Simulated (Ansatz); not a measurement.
# TiSi6: what the fields show

Input file:

```
crystal:
  lattice:
    - [7.2731095205, 0.0, 0.0]
    - [-3.6365547603, 6.2986976093, 0.0]
    - [0.0, 0.0, 2.6573021966]
  atoms:
    - { symbol: Ti, position: [0.0, 0.0, 0.0] }
    - { symbol: Si, position: [0.0, 0.3357458524, 0.5] }
    - { symbol: Si, position: [0.6642541476, 0.6642541476, 0.5] }
    - { symbol: Si, position: [0.3357458524, 0.0, 0.5] }
    - { symbol: Si, position: [0.0, 0.6642541476, 0.5] }
    - { symbol: Si, position: [0.3357458524, 0.3357458524, 0.5] }
    - { symbol: Si, position: [0.6642541476, 0.0, 0.5] }
basis:
  ecutwfc: 420
kpoints:
  mp_grid: { grid: [6, 6, 14] }
hamiltonian:
  xc: pbe
scf:
  occupations: { method: gaussian, width: 0.1 }
output:
  forces: true
  stress: true
  eigenvalues: true
  write_density: true
  write_potential: true
  elf: true
  volumetric_format: npy
relax:
  adjacent_minimum: "off"
  f_tol: 0.01
  max_steps: 80
  cell: { stress_tol: 0.05 }
```

Run with:

```sh
ansatz run input.yaml --threads 1 --pin off --max-ram 2560MiB --backend cpu --events-out ev --progress --plain --runs-dir out
```

Below, planes, directions and counts refer to the conventional cell (a = 7.24 Å, b = 7.24 Å, c = 2.67 Å, α = 90.00°, β = 90.00°, γ = 120.00°).

The fields are those of the run's last geometry, not of the input's.

Space group P6/mmm; a structure generated by program, which may or may not match a known phase; computed without spin polarisation.

The calculation used DFT PBE, scalar-relativistic, plane waves, PAW (Ansatz 0.2.0).

Core electrons are frozen (PAW), and the valence fields are smoothed inside the atomic spheres.

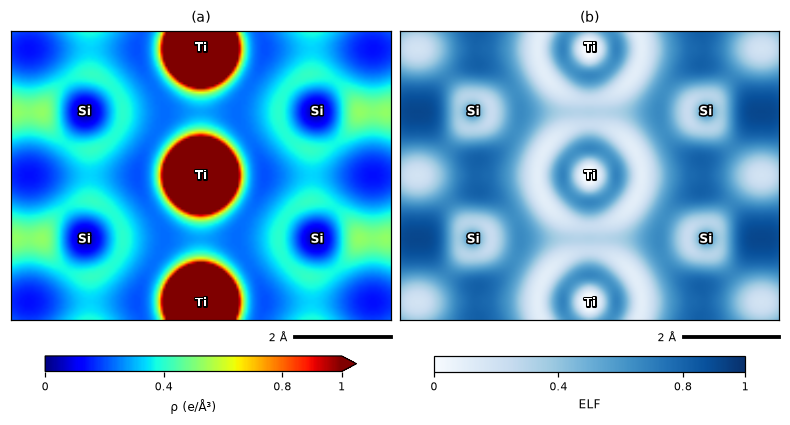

Figure 1. (a) valence pseudo-density; (b) electron localisation function on the (100) plane of the conventional cell.

### What do the fields say about this system?

Atoms in the plane: Ti and Si. Ti–Ti (2.67 Å): ρ is about 0.29 e/Å³ halfway; the ELF is about 0.30 at the midpoint. Ti–Si (2.77 Å): the density is about 0.24 e/Å³ at the midpoint; the ELF peaks at about 0.65 in the valence shell of Si, 1.0 Å from its nucleus, and is about 0.35 at the midpoint. Between the atoms the lowest density in this plane is 0.14 e/Å³. The features right at Ti lie inside the PAW spheres, where the map follows smoothed inner orbitals and isn't to be read closely.

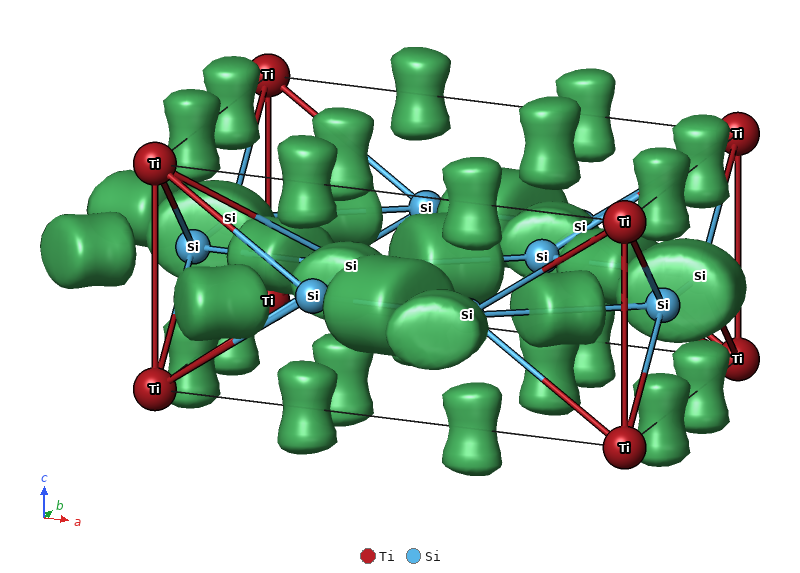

Figure 2. Isosurface of the ELF at 0.75 (green), seen slightly off an axis. Core shells and regions of very low density are left out. Sticks mark near contacts.

### Describe the localisation domains.

At this value the surface marks out nine regions between bonded Si–Si atoms and six pockets between the atoms, centred on no nucleus (multi-centre or interstitial), counted in one cell of 7 atoms. Any copies at cell faces, edges or corners count once.


Si–Si (2.37 Å): the ELF peaks at about 0.90 between the atoms.

### Does the calculation make it a metal, or give it a gap?

It is metallic or semimetallic at this level of theory: no gap opens.
